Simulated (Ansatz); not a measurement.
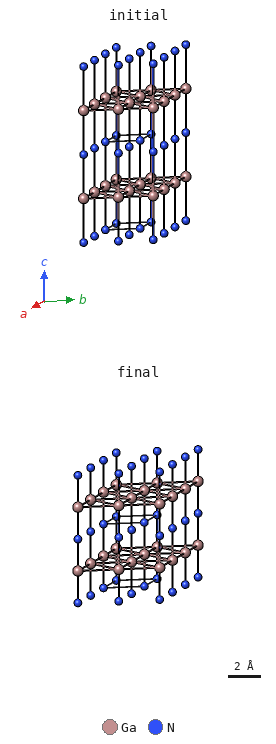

The structure of crystalline GaN (a generated structure, set up in P6/mmm) (coarse preliminary run) before (top) and after (bottom) a relaxation, at one scale.

Style: ball-and-stick. Shown: the cell of the calculation, repeated 3 × 2 × 2 with one cell outlined, slightly off an axis.

The calculation used DFT PBE, scalar-relativistic, plane waves, PAW in Ansatz 0.2.0. (plane-wave cutoff 420 eV; k-point mesh 12 × 12 × 4; occupations gaussian; smearing width 0.1 eV; no spin polarisation; cell and atoms relaxed; force threshold 0.04 eV/Å; at most 70 steps)

What changed between the two?

The energy falls by 2.356 eV per cell of the calculation in 11 accepted moves (13 points after the start). All forces vanish by symmetry, so only the cell relaxes. Pressure: 25.14 GPa at the start and 0.10 GPa at the end. The SCF was repeated twice at an unchanged geometry on a basis and grid sized afresh for the cell, which shifted the energy by 63.6 meV per cell of the calculation at most. The atoms keep their places relative to the cell (all moves are under 0.005 Å). The volume changes by +0.2 %, with a = b 2.235 → 2.627 Å (+17.6 %), c 5.626 → 4.080 Å (−27.5 %). Near-neighbour distances that change, for instance: Ga–N 2.813 → 2.040 Å, Ga–Ga 2.235 → 2.627 Å. The space group stays P6/mmm (No. 191). Cost: 18 s on 1 thread of Arm Neoverse V2, on a shared host, peak memory 0.29 GiB.
